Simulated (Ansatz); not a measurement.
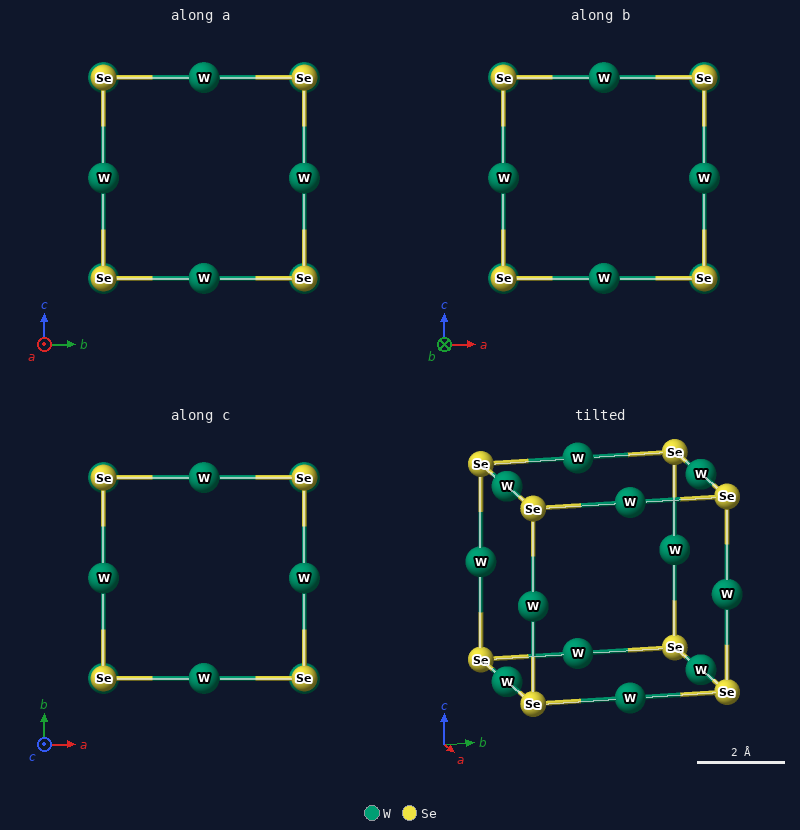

A ball-and-stick rendering, viewed along the a axis, along the b axis, along the c axis and slightly off an axis. The conventional unit cell is drawn as a box.

Lattice parameters: a = 4.624 Å, b = 4.624 Å, c = 4.624 Å, α = 90.00°, β = 90.00°, γ = 90.00°. Put a along x and b in the xy plane.

Question: Put the structure into a POSCAR file.

Answer:
```
W Se
1.0
     4.624    0.000    0.000
     0.000    4.624    0.000
     0.000    0.000    4.624
W Se
3 1
Direct
  0.5000 0.0000 0.0000
  0.0000 0.5000 0.0000
  0.0000 0.0000 0.5000
  0.0000 0.0000 0.0000
```

Provenance: a structure type filled with these elements by a generator (whether the compound takes this form wasn't checked). Earlier steps of the study may have refined or changed the cell and positions. It was run through Ansatz as a DFT input.
